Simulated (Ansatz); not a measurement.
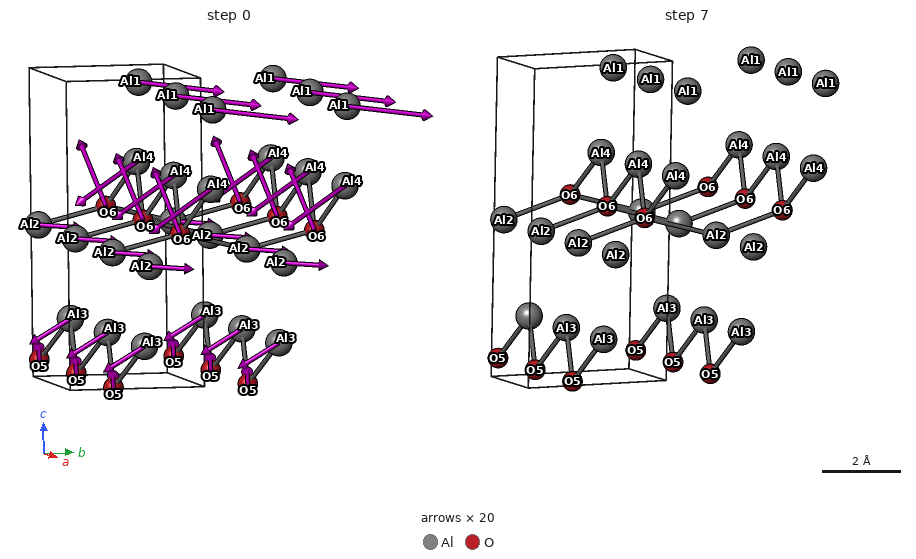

The structure of a crystal of Al2O (a generated structure, set up in P1) (coarse preliminary run) before (left) and after (right) a relaxation, at one scale. The purple arrows give the displacements (the part carried along by the change of the cell is left out), magnified 20 times.

The picture is a ball-and-stick view of the cell of the calculation, repeated 3 × 2 × 1 with one cell outlined, seen slightly off an axis.

Theory: DFT PBE, scalar-relativistic, plane waves, PAW (Ansatz 0.2.0). Settings: plane-wave cutoff 420 eV; k-point mesh 6 × 6 × 2; occupations gaussian; smearing width 0.1 eV; no spin polarisation; cell and atoms relaxed; force threshold 0.04 eV/Å; at most 70 steps.

> Describe what moved and what it gained.

After 5 accepted moves (7 points after the start) the energy has fallen by 43.0 meV per atom. The largest force component goes from 0.63 to 0.0059 eV/Å. The pressure goes from 4.22 to 0.05 GPa. The SCF was repeated twice at an unchanged geometry on a basis and grid sized afresh for the cell, which shifted the energy by 2.5 meV per atom at most. Al1 moves most relative to the cell: 0.13 Å along [3 2 0]. Largest moves by element: Al 0.13 Å, O 0.12 Å. The drawn cell changes as follows: a 2.886 → 2.854 Å (−1.1 %), b 3.674 → 3.760 Å (+2.3 %), c 7.968 → 8.250 Å (+3.5 %), α 91.1° → 87.9°, β 92.3° → 90.1°, γ 90.7° → 90.0°; the volume changes by +4.8 %. Near-neighbour distances that change, for instance: Al4–O6 2.113 → 1.912 Å, Al2–O6 1.929 → 2.023 Å, Al1–O5 1.936 → 2.023 Å, Al3–O5 1.978 → 1.912 Å. Among the angles between lasting bonds that change: Al2–O6–Al2 151.6° → 147.2°, O6–Al2–O6 151.6° → 147.2°, Al1–O5–Al3 107.1° → 111.4°. The space group stays P1 (No. 1). The run took 53 s on 1 thread of Arm Neoverse V1 (shared host), peak memory 0.36 GiB.

Limits of the set-up: the k-point mesh is coarse for a cell with partly filled bands.
